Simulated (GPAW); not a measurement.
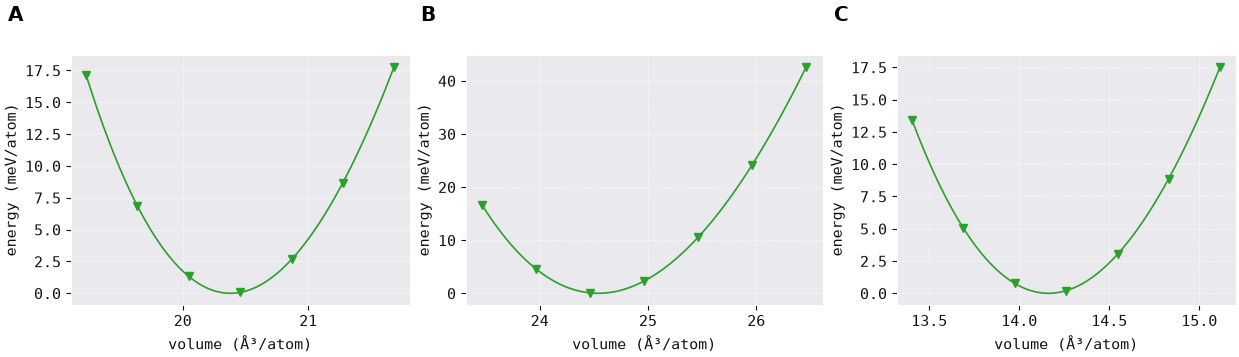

Each panel shows the energy against volume for one of these solids: BeS, F-43m (No. 216); P, Cmce (No. 64); Te₂Mo, P6_3/mmc (No. 194).

Computed with GPAW 26.7.0: PAW DFT in plane waves, on a grid or in atomic orbitals, no spin polarisation; energies at scaled volumes of the given cell, shape and fractions fixed, counted from the fit's minimum, third-order Birch-Murnaghan fit. Level: PBEsol.

### Which panel belongs to which solid?

A is P (energy from 0.07 meV/atom to 17.79 meV/atom, V0 20.38 Å³/atom, B0 76.3 GPa); B is Te₂Mo (energy from 0.08 meV/atom to 42.70 meV/atom, V0 24.54 Å³/atom, B0 104 GPa); C is BeS (energy from 0.20 meV/atom to 17.55 meV/atom, V0 14.16 Å³/atom, B0 97.2 GPa).

For P, limits of the calculation: shape and atomic fractions are frozen while scaling, which makes layered, chain and framework solids too stiff.

For Te₂Mo, limits of the calculation: shape and atomic fractions are frozen while scaling, which makes layered, chain and framework solids too stiff.
